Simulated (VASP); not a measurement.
System: LiH, space group P1 (No. 1), 2 atoms in the cell, rocksalt type, strained and displaced.

```
Li H
1.0
    -0.00580    2.00070    1.97750
     1.98210   -0.00270    1.97440
     1.96050    1.97600    0.01890
Li H
1 1
Direct
  0.98330 0.01360 0.00590
  0.50430 0.49680 0.50320
```

Computed with VASP 6.6.1: DFT, PBEsol, plane waves, PAW, 10×10×10 k mesh, 520 eV cutoff.

What does the calculation give for the electronic structure?

There is a gap; over the k points computed it is 2.60 eV (indirect; the smallest direct gap is 2.70 eV). The upper group of valence states starts about 5.7 eV under the valence-band top, with a gap beneath it; it holds about 2 electrons a cell.

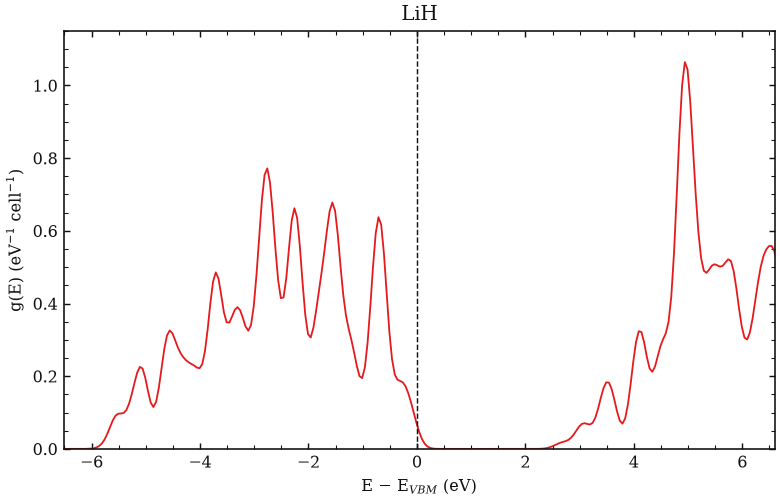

Density of states. Energies are counted from the top of the valence band. The curve is built from the levels of the k mesh with Gaussians 0.3 eV wide, which also blur the band edges.
